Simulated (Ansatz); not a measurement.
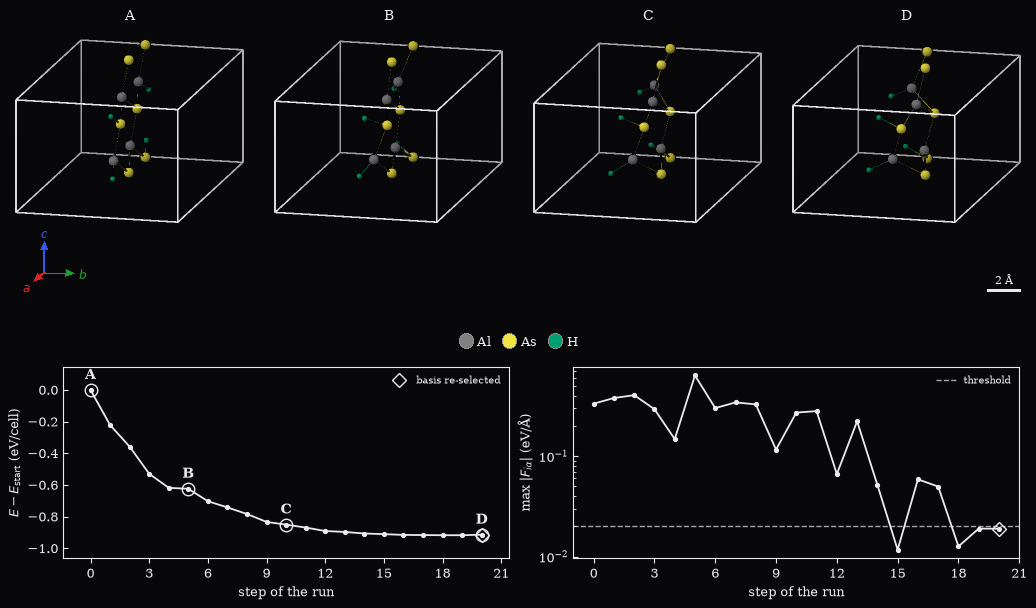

Frames of a relaxation of a wire of composition AlAsH, marked on the history of the run. Style: ball-and-stick. Shown: the cell of the calculation, with the vacuum cut short, slightly off an axis.

Case: armchair ribbon, 4 formula units a period, edges capped with H.

Method: Ansatz 0.2.0, DFT PBE, scalar-relativistic, plane waves, PAW.

Input
```yaml
crystal:
  lattice:
    - [17.8, 0.0, 0.0]
    - [0.0, 9.7, 0.0]
    - [0.0, 0.0, 7.0291140696]
  atoms:
    - { symbol: Al, position: [0.6709941391, 0.4774173181, 0.3333333333] }
    - { symbol: Al, position: [0.4430019536, 0.4774173181, 0.3333333333] }
    - { symbol: Al, position: [0.5569980464, 0.4774173181, 0.8333333333] }
    - { symbol: Al, position: [0.3290058609, 0.4774173181, 0.8333333333] }
    - { symbol: As, position: [0.5569980464, 0.5225826819, 0.1666666667] }
    - { symbol: As, position: [0.6709941391, 0.5225826819, 0.6666666667] }
    - { symbol: As, position: [0.3290058609, 0.5225826819, 0.1666666667] }
    - { symbol: As, position: [0.4430019536, 0.5225826819, 0.6666666667] }
    - { symbol: H, position: [0.7475129861, 0.5077341604, 0.2214598395] }
    - { symbol: H, position: [0.2524870139, 0.5077341604, 0.7214598395] }
    - { symbol: H, position: [0.7436870437, 0.4937816817, 0.7729464858] }
    - { symbol: H, position: [0.2563129563, 0.4937816817, 0.2729464858] }
basis:
  ecutwfc: 420
kpoints:
  mp_grid: { grid: [1, 1, 5] }
hamiltonian:
  xc: pbe
scf:
  occupations: { method: gaussian, width: 0.05 }
output:
  forces: true
  stress: true
  eigenvalues: true
  populations: true
  write_density: true
  write_potential: true
  elf: true
  volumetric_format: npy
relax:
  adjacent_minimum: "off"
  f_tol: 0.02
  max_steps: 45
  cell: { fix: [a, b, alpha, beta, gamma], stress_tol: 0.03 }
```

Command:
```bash
ansatz run input.yaml --threads 4 --pin off --max-ram 11264MiB --backend cpu --events-out ev --progress --plain --runs-dir out
```

What happens along the run?

Answer. The largest moves relative to the centre of the atoms, 2.43 Å, are those of H9 and H10. By element the largest moves are H 2.43 Å, As 1.26 Å, Al 1.10 Å. Along the periodic axis the drawn cell goes c 7.029 → 6.676 Å (−5.0 %). Some distances before and after: Al2–As7 2.384 → 2.443 Å, Al1–As6 2.384 → 2.418 Å, Al1–As5 2.384 → 2.412 Å, As6–H11 1.520 → 1.537 Å. Among the angles between lasting bonds that change: Al3–As6–H11 116.7° → 92.0°, Al3–As8–Al4 116.7° → 93.0°, Al1–As6–Al3 116.7° → 96.4°. Over 19 accepted moves (20 points after the start) the energy falls by 0.914 eV per cell of the calculation. Largest force component: 0.33 eV/Å at the start, 0.019 eV/Å at the end. At 1 point the geometry stayed and the basis and grid were re-selected for the new cell (energy shift of 3.1 meV per cell of the calculation at most each time). The run took 2.3 min on 4 threads of Arm Neoverse V1, with other jobs on the host, peak memory 1.3 GiB. From step 0 to 5: H atoms move most (0.84 Å), energy −0.624 eV per cell of the calculation. From step 5 to 10: H atoms move most (0.95 Å), energy −0.226 eV per cell of the calculation. From step 10 to 20: H atoms move most (0.87 Å), energy −63.7 meV per cell of the calculation.

| step | E − E(0), meV/atom | largest force component, eV/Å | note |
| --- | --- | --- | --- |
| 0 | 0.00 | 0.3325 |  |
| 1 | -18.47 | 0.3787 |  |
| 2 | -29.81 | 0.4045 |  |
| 3 | -44.10 | 0.2934 |  |
| 4 | -51.49 | 0.1480 |  |
| 5 | -51.99 | 0.6350 |  |
| 6 | -58.53 | 0.3006 |  |
| 7 | -61.79 | 0.3425 |  |
| 8 | -65.28 | 0.3274 |  |
| 9 | -69.42 | 0.1161 |  |
| 10 | -70.86 | 0.2714 |  |
| 11 | -72.40 | 0.2806 |  |
| 12 | -74.22 | 0.0664 |  |
| 13 | -74.70 | 0.2220 |  |
| 14 | -75.53 | 0.0518 |  |
| 15 | -75.85 | 0.0117 |  |
| 16 | -76.26 | 0.0588 |  |
| 17 | -76.36 | 0.0498 |  |
| 18 | -76.42 | 0.0126 |  |
| 19 | -76.43 | 0.0190 |  |
| 20 | -76.17 | 0.0190 | same geometry, new basis |
